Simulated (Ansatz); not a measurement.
Cell and atoms:

```xyz
9
Lattice="5.1054 0.0000 0.0000 -2.5527 4.4214 0.0000 0.0000 0.0000 5.5850" Properties=species:S:1:pos:R:3 pbc="T T T"
Si   -1.2763    2.2107    1.8617
Si    1.2763    2.2107    3.7234
Si    2.5527    0.0000    0.0000
O     0.9597    3.5017    4.6542
O     2.5527    2.5819    2.7925
O     3.5123    0.9197    0.9308
O     1.5930    0.9197    4.6542
O     0.0000    1.8395    2.7925
O    -0.9597    3.5017    0.9308
```

Q: What does this file describe?

A: The stoichiometry is SiO₂. Space group: P6_422 (No. 181). Lattice: primitive hexagonal. Counting shared atoms by their share gives 3 Si, 6 O, or 9 atoms. The polyhedra are SiO4 tetrahedra; they share corners. The coordination shell of Si holds four O in a tetrahedral arrangement at 1.62 Å. The neighbours of O are two Si in a bent arrangement at 1.62 Å. The bonds build a three-dimensional framework.

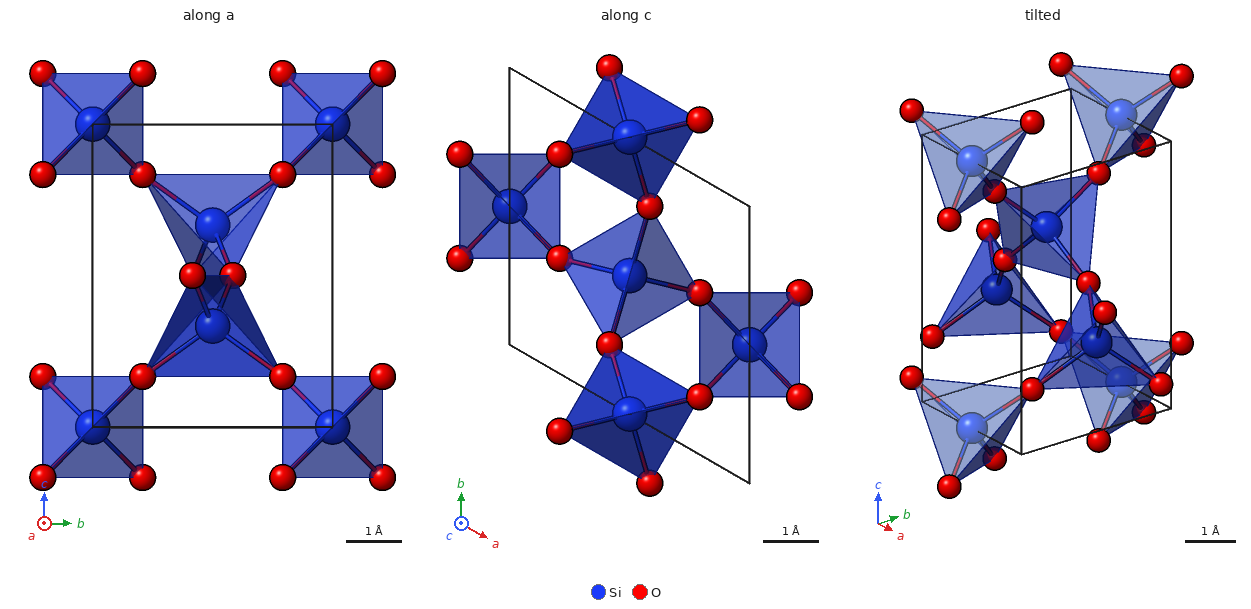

Polyhedral representation of a periodic structure, projected along the a axis, along the c axis and slightly off an axis. The parallelepiped is the conventional unit cell. Some atoms of the next cells are drawn as well. Colours: silicon blue, oxygen red.

Origin of the cell: a structure listed in the Materials Project. It is drawn as it came out of a relaxation with DFT PBE, scalar-relativistic, plane waves, PAW (Ansatz 0.2.0).
